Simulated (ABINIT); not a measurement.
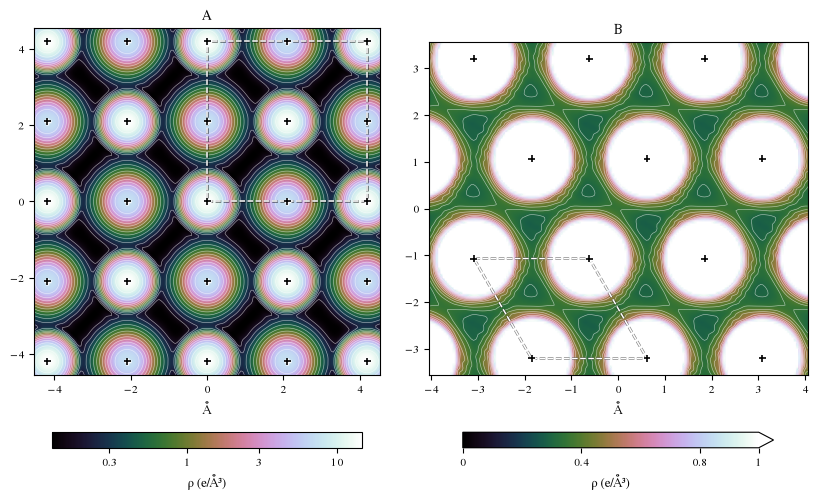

The valence electron density of 2 systems, each on a plane through atoms (crosses mark nuclei in the plane).

Computed with Kohn-Sham DFT of a periodic cell, LDA, JTH PAW LDA v2.0 in ABINIT.

System 1: MgO, the (001) plane of the conventional cell. Space group Fm-3m; a structure from a database of computed crystals, not necessarily the ambient phase; computed pressure about −3 GPa in this cell.

System 2: Co, the (001) plane of the conventional cell. Space group P6₃/mmc; a structure from a database of computed crystals, not necessarily the ambient phase; computed pressure about −30 GPa in this cell; spin-polarised.

```yaml
crystal:
  lattice:
    - [2.47056, 0.00000, 0.00000]
    - [-1.23528, 2.13957, 0.00000]
    - [0.00000, 0.00000, 8.08823]
  atoms:
    - { symbol: Co, position: [0.66667, 0.33333, 0.75000] }
    - { symbol: Co, position: [0.00000, 0.00000, 0.50000] }
    - { symbol: Co, position: [0.33333, 0.66667, 0.25000] }
    - { symbol: Co, position: [0.00000, 0.00000, 0.00000] }
```

Q: Which map belongs to which system?

A: Panel A is system 1, MgO: the plane holds Mg and O. Mg–O (2.10 Å): ρ at the midpoint is about 0.34 e/Å³. Panel B is system 2, Co: the plane holds Co. Co–Co (2.47 Å): ρ is about 0.33 e/Å³ halfway.
